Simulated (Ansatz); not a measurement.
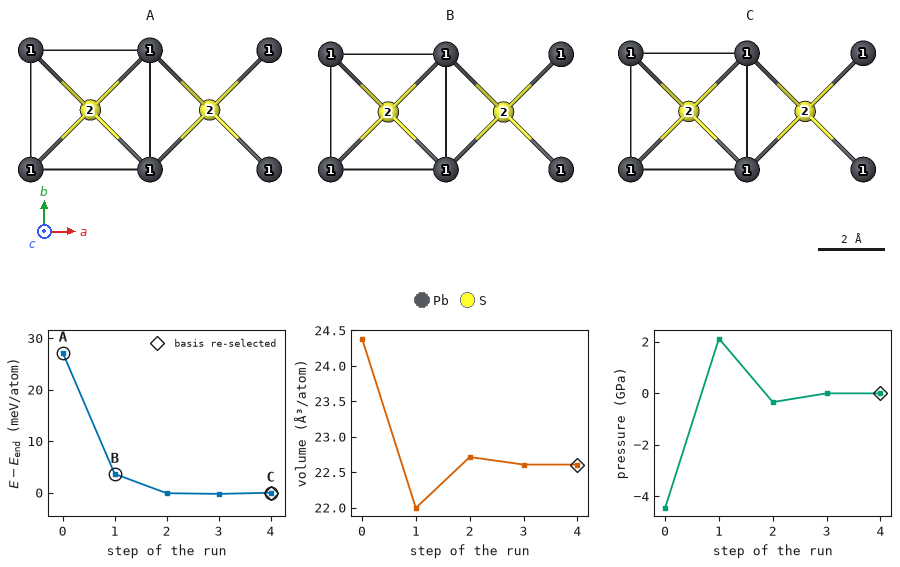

Frames of a relaxation of crystalline PbS (set up in Pm-3m), marked on the history of the run. A ball-and-stick model of the cell of the calculation, repeated 2 × 1 × 1 with one cell outlined, seen along the c axis.

The run lets cell and atoms move.

Level of theory: Ansatz 0.2.0, Kohn-Sham DFT of a periodic cell, HSEsol, Ansatz PAW.

Input file:
```yaml
crystal:
  lattice:
    - [3.653659, 0.0, 0.0]
    - [0.0, 3.653659, 0.0]
    - [0.0, 0.0, 3.653659]
  atoms:
    - { symbol: Pb, position: [0.0, 0.0, 0.0] }
    - { symbol: S, position: [0.5, 0.5, 0.5] }
hamiltonian:
  xc:
    exchange: hjs_pbesol
    correlation: pbesol
    exx: { coeff: 0.25, omega: 0.207 }
  pseudopotentials: { kind: paw }
kpoints:
  mp_grid: { grid: [4, 4, 4] }
scf:
  occupations: { method: fermi_dirac, width: 0.05 }
output:
  forces: true
  stress: true
  eigenvalues: true
relax:
  f_tol: 0.01
  max_steps: 40
  cell: { stress_tol: 0.05 }
```

Command:
```bash
ansatz run input.yaml --threads 2 --pin off --max-ram 5632MiB --backend cpu --events-out ev --progress --plain --runs-dir out
```

### Describe the path.

No atom moves by more than 0.005 Å relative to the cell. The volume changes by −7.3 %, with a = b = c 3.654 → 3.563 Å (−2.5 %). Near-neighbour distances that change, for instance: Pb1–S2 3.164 → 3.085 Å. The space group stays Pm-3m (No. 221). The energy falls by 27.2 meV per atom in 3 accepted moves (4 points after the start). All forces vanish by symmetry, so only the cell relaxes. Pressure: −4.45 GPa at the start and −0.01 GPa at the end. The SCF was repeated once at an unchanged geometry on a basis and grid sized afresh for the cell, which shifted the energy by 0.2 meV per atom at most. From step 0 to 1: volume −9.8 %, energy −23.5 meV per atom. From step 1 to 4: volume +2.8 %, energy −3.7 meV per atom.

```json
{"step": "0", "E − E(0), meV/atom": "0.00", "pressure, GPa": "-4.45", "volume, Å³/atom": "24.387", "note": ""}
{"step": "1", "E − E(0), meV/atom": "-23.55", "pressure, GPa": "2.12", "volume, Å³/atom": "21.996", "note": ""}
{"step": "2", "E − E(0), meV/atom": "-27.29", "pressure, GPa": "-0.34", "volume, Å³/atom": "22.715", "note": ""}
{"step": "3", "E − E(0), meV/atom": "-27.42", "pressure, GPa": "0.00", "volume, Å³/atom": "22.609", "note": ""}
{"step": "4", "E − E(0), meV/atom": "-27.21", "pressure, GPa": "-0.01", "volume, Å³/atom": "22.609", "note": "same geometry, new basis"}
```

Limits of the set-up: the k-point mesh is coarse for a cell with partly filled bands.
